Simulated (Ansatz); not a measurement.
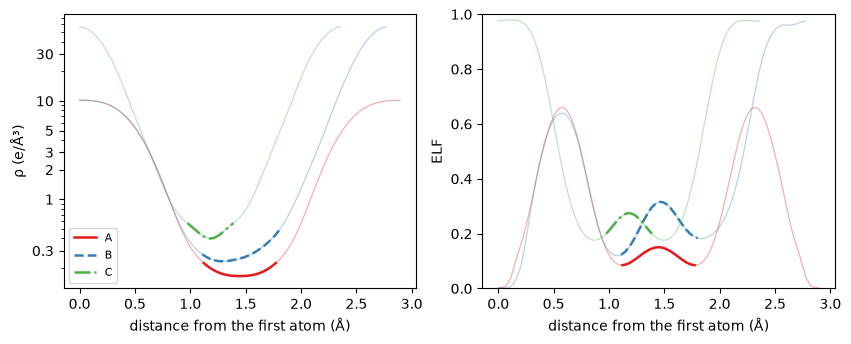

*TiCo2. Valence electron density and ELF along straight lines between neighbouring atoms. Thin, pale parts lie inside the atomic spheres.*

Space group Fd-3m; changed on purpose from its base cell (equal strain along all axes, cell held, atoms relaxed: +2.0 %); computed pressure about −12 GPa in this cell; computed without spin polarisation.

All numbers below come from DFT PBEsol, scalar-relativistic, plane waves, PAW in Ansatz.

In a PAW calculation such maps are meaningful between the atoms, not at the nuclei.

```cif
data_structure
_symmetry_space_group_name_H-M 'P 1'
_symmetry_Int_Tables_number 1
_cell_length_a 6.6837
_cell_length_b 6.6837
_cell_length_c 6.6837
_cell_angle_alpha 90.000
_cell_angle_beta 90.000
_cell_angle_gamma 90.000
_cell_volume 298.57
loop_
_atom_site_label
_atom_site_type_symbol
_atom_site_fract_x
_atom_site_fract_y
_atom_site_fract_z
_atom_site_occupancy
Ti1 Ti 0.00000 0.00000 0.00000 1
Ti2 Ti 0.50000 0.50000 0.00000 1
Ti3 Ti 0.50000 0.00000 0.50000 1
Ti4 Ti 0.00000 0.50000 0.50000 1
Ti5 Ti 0.25000 0.25000 0.25000 1
Ti6 Ti 0.75000 0.75000 0.25000 1
Ti7 Ti 0.75000 0.25000 0.75000 1
Ti8 Ti 0.25000 0.75000 0.75000 1
Co1 Co 0.62500 0.12500 0.12500 1
Co2 Co 0.12500 0.62500 0.12500 1
Co3 Co 0.12500 0.12500 0.62500 1
Co4 Co 0.62500 0.62500 0.62500 1
Co5 Co 0.62500 0.37500 0.37500 1
Co6 Co 0.12500 0.87500 0.37500 1
Co7 Co 0.12500 0.37500 0.87500 1
Co8 Co 0.62500 0.87500 0.87500 1
Co9 Co 0.87500 0.37500 0.12500 1
Co10 Co 0.37500 0.87500 0.12500 1
Co11 Co 0.37500 0.37500 0.62500 1
Co12 Co 0.87500 0.87500 0.62500 1
Co13 Co 0.87500 0.12500 0.37500 1
Co14 Co 0.37500 0.62500 0.37500 1
Co15 Co 0.37500 0.12500 0.87500 1
Co16 Co 0.87500 0.62500 0.87500 1
```

Question: Which curve belongs to which contact (Co–Co, Ti–Co and Ti–Ti)? The first atom named is at distance zero.

Answer: Curve A: Ti–Ti (2.89 Å): ρ at the midpoint is about 0.17 e/Å³; the ELF is about 0.15 at the midpoint: no shared electron pair shows on this line. Curve B: Ti–Co (2.77 Å): ρ is about 0.24 e/Å³ halfway; the ELF is about 0.30 at the midpoint; no shared electron pair shows on this line. Curve C: Co–Co (2.36 Å): ρ is about 0.4 e/Å³ halfway; the ELF is about 0.25 at the midpoint: no localised pair shows between them.
